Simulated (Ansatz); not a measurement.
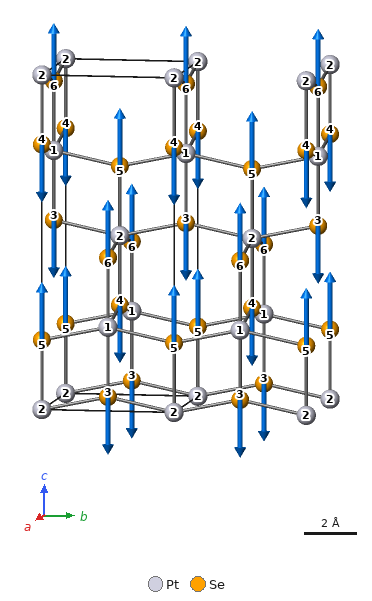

A relaxation of solid PtSe2 (built on the anatase type). The starting structure is drawn; blue arrows show the displacements (the part carried along by the change of the cell is left out), magnified 100 times.

A ball-and-stick model of the conventional cell (2 times the calculation's cell), repeated 1 × 2 × 1 with one cell outlined, seen slightly off an axis. Lengths and directions refer to the drawn axes.

All numbers below come from Ansatz 0.2.0, DFT, PBEsol, plane waves, PAW.

Input
```yaml
crystal:
  lattice:
    - [-2.63180303, 2.63180303, 6.6058256053]
    - [2.63180303, -2.63180303, 6.6058256053]
    - [2.63180303, 2.63180303, -6.6058256053]
  atoms:
    - { symbol: Pt, position: [0.75, 0.25, 0.5] }
    - { symbol: Pt, position: [0.0, 0.0, 0.0] }
    - { symbol: Se, position: [0.542, 0.042, 0.5] }
    - { symbol: Se, position: [0.792, 0.792, 0.0] }
    - { symbol: Se, position: [0.208, 0.208, 0.0] }
    - { symbol: Se, position: [0.958, 0.458, 0.5] }
kpoints:
  mp_grid: { grid: [6, 6, 6] }
hamiltonian:
  xc: pbesol
scf:
  occupations: { method: fermi_dirac, width: 0.03 }
relax:
  f_tol: 0.01
  cell: {}
  max_steps: 120
```

Launched with:
```bash
ansatz run input.yaml --threads 2 --pin off --max-ram 2211MiB --backend cpu --events-out ev --progress --plain --runs-dir out
```

Q: Which element moves most?

A: Selenium: up to 0.023 Å, against 0.000 Å for platinum.

Q: Describe the change and its energy.

A: The largest moves relative to the cell, 0.023 Å, are those of Se3, Se4, Se5 and Se6. Se4 goes along −c. Pt stays in place. The volume changes by −20.5 %, with a = b 5.264 → 5.006 Å (−4.9 %), c 13.212 → 11.621 Å (−12.0 %). Among the contacts that change: Pt1–Se3 2.748 → 2.440 Å, Pt1–Se4 2.690 → 2.546 Å. Bond angles that change, for instance: Se3–Pt2–Se3 156.2° → 158.9°, Pt2–Se6–Pt2 156.2° → 158.9°. The space group stays I4_1/amd (No. 141). After 5 accepted moves (6 points after the start) the energy has fallen by 355 meV per atom. Largest force component: 1.2 eV/Å at the start, 0.0013 eV/Å at the end. Pressure: −12.82 GPa at the start and −0.02 GPa at the end. At 1 point the geometry stayed and the basis and grid were re-selected for the new cell (energy shift of 0.8 meV per atom at most each time). The run took 94 s on 2 threads of Intel(R) Xeon(R) Processor @ 2.50GHz (Skylake/Cascade Lake), with other jobs on the host, peak memory 0.64 GiB.
